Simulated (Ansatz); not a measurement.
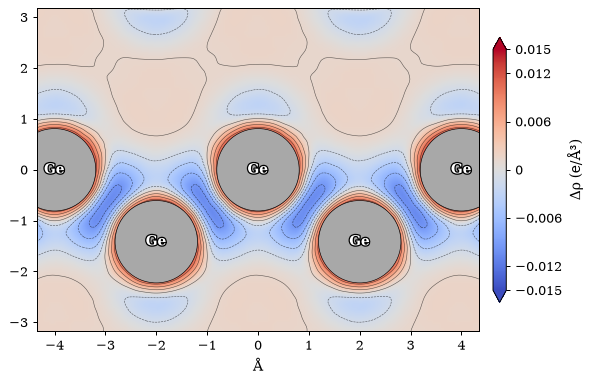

Ge. Difference of the valence pseudo-densities of two functionals at the same geometry, on the (101̄) plane of the calculation cell: LDA less RPBE.

Both computed with Ansatz (plane waves, PAW), on the same k-point mesh. Grey discs cover the atomic cores.

Q: What does the difference map show?

A: Against RPBE, LDA gives a change of −0.010 e/Å³ at the midpoint of Ge–Ge.
